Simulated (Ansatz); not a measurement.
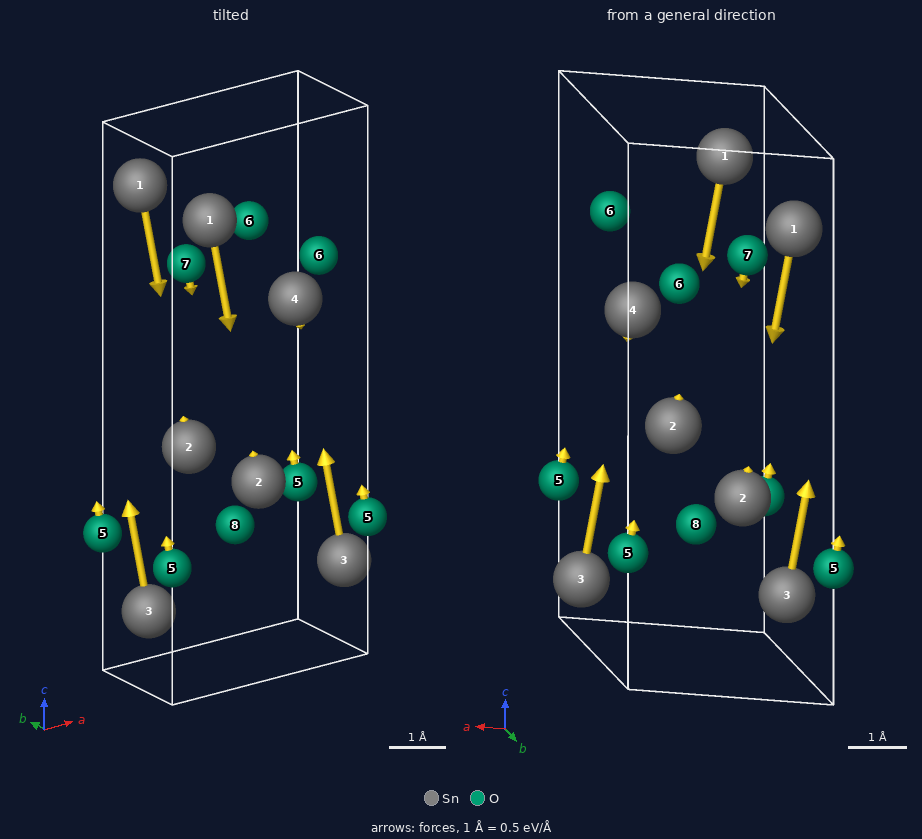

The crystal in a spheres-only representation, seen slightly off an axis and from a general direction. The simulation cell is drawn as a box. The arrows are the computed forces on the atoms.

System: SnO. Setup: DFT r2SCAN, scalar-relativistic, plane waves, PAW (Ansatz); an energy cutoff of 500 eV, Brillouin-zone sampling on a 9×9×4 mesh, Gaussian smearing of 0.03 eV, no spin polarisation.

Is this an equilibrium geometry?

No. The atoms still feel forces of up to about 0.83 eV/Å, far above a usual threshold of 0.01 to 0.03 eV/Å.

Where does the largest force act?

Sn1 and Sn3, about 0.83 eV/Å.

Starting structure: a structure listed in the Materials Project. The cell was then strained or its atoms displaced on purpose. Ansatz was used for an electronic-structure calculation on it.
